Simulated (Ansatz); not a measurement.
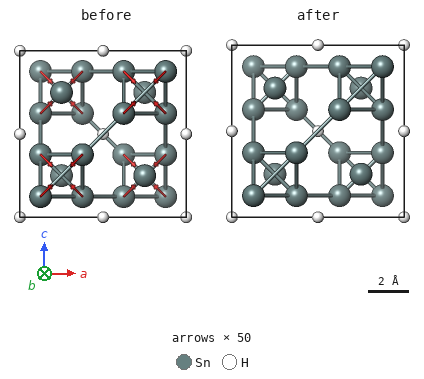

The structure of crystalline Sn5H (a generated structure, set up in F-43m) (coarse preliminary run) before (left) and after (right) a relaxation, at one scale. The red arrows give the displacements (the part carried along by the change of the cell is left out), magnified 50 times.

The picture is a ball-and-stick view of the conventional cell (4 times the calculation's cell), seen along the b axis. Lengths and directions refer to the drawn axes.

Theory: Ansatz, DFT PBE, scalar-relativistic, plane waves, PAW.

Input file:
```yaml
crystal:
  lattice:
    - [0.0, 4.23643011, 4.23643011]
    - [4.23643011, 0.0, 4.23643011]
    - [4.23643011, 4.23643011, 0.0]
  atoms:
    - { symbol: Sn, position: [0.37197143, 0.87600952, 0.87600952] }
    - { symbol: Sn, position: [0.87600952, 0.87600952, 0.87600952] }
    - { symbol: Sn, position: [0.25, 0.25, 0.25] }
    - { symbol: Sn, position: [0.87600952, 0.87600952, 0.37197143] }
    - { symbol: Sn, position: [0.87600952, 0.37197143, 0.87600952] }
    - { symbol: H, position: [0.5, 0.5, 0.5] }
basis:
  ecutwfc: 420
kpoints:
  mp_grid: { grid: [4, 4, 4] }
hamiltonian:
  xc: pbe
scf:
  occupations: { method: gaussian, width: 0.1 }
  lower_state_search: "off"
output:
  forces: true
  stress: true
  eigenvalues: true
relax:
  adjacent_minimum: "off"
  f_tol: 0.04
  max_steps: 70
  cell: { stress_tol: 0.4 }
```

Launched with:
```bash
ansatz run input.yaml --threads 1 --pin off --max-ram 2560MiB --backend cpu --events-out ev --progress --plain --runs-dir out
```

### What changed between the two?

The largest moves relative to the cell, 0.022 Å, are those of Sn1, Sn2, Sn4 and Sn5. Sn2 goes along [−1 1 −1]. H stays in place. Cell: a = b = c 8.473 → 8.768 Å (+3.5 %). Volume +10.8 %. Among the contacts that change: Sn1–Sn2 2.971 → 3.111 Å, Sn1–Sn2 (another image) 3.020 → 3.089 Å. The space group stays F-43m (No. 216). The energy falls by 35.7 meV per atom in 2 accepted moves (3 points after the start). Largest force component: 0.26 eV/Å at the start, 0.037 eV/Å at the end. Pressure: 4.73 GPa at the start and −0.34 GPa at the end. At 1 point the geometry stayed and the basis and grid were re-selected for the new cell (energy shift of 0.7 meV per atom at most each time).
